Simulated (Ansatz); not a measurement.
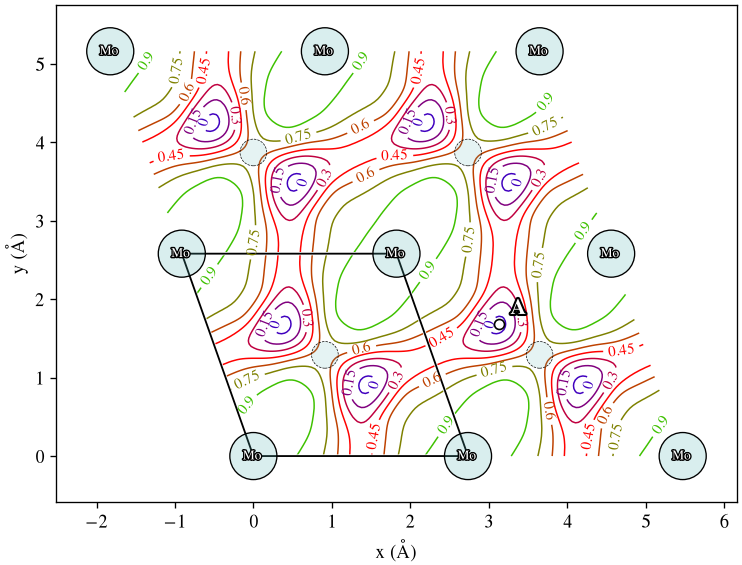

S on a Mo(110) slab cut from the Im-3m phase, its upper half relaxed before the scan (3 atoms of substrate and one adsorbate in a 1 × 1 cell). 
- S is moved over the surface cell; relaxed at each place: the height of the adsorbate's atoms; substrate rigid; the origin of the map has the adsorbate above Mo3.
- Places are given modulo a cell vector. The map is drawn in real space over the plane of the surface.
- The grid has 6 × 6 points; 13 points were computed and 23 follow by symmetry.
- Energies are in eV, from the lowest grid point.
- With one adsorbate in each 1 × 1 cell, its nearest image is 2.7 Å away, so neighbouring adsorbates interact.
- Computed with DFT PBE, scalar-relativistic, plane waves, PAW (Ansatz 0.2.0). Settings: cutoff 420 eV, k-mesh 10×10×1, gaussian smearing 0.1 eV, no spin polarisation.

Drawn: contour lines labelled in eV, labelled circles for the atoms of the top layer and small ones for the second layer, the outline of one cell of the 2 × 2 shown, the point A. Between grid points the surface is interpolated.

### What is the easiest way out of the well at A, and how high is the barrier?

The easiest path leads from the well at (2/6, 4/6) of the cell vectors [nearest 1 Mo at 2.27 Å] to a well of about the same depth at (4/6, 2/6) of the cell vectors [nearest 1 Mo at 2.27 Å]. Its highest point lies about 0.43 eV above the bottom of the first well on the interpolated surface, at a bridge site between two Mo atoms, (0/6, 3/6) of the cell vectors. This is the barrier on the constrained surface; relaxing the other coordinates would change it.

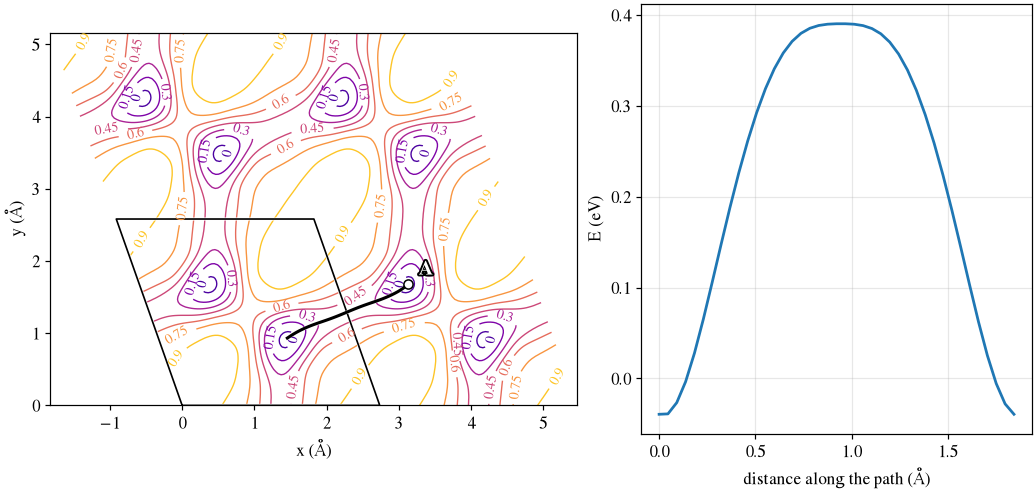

Drawn: contour lines labelled in eV, a line along the lowest path, the outline of one cell of the 2 × 2 shown, the energy along the path at the right. Between grid points the surface is interpolated.

PAW datasets: the set soft_1.
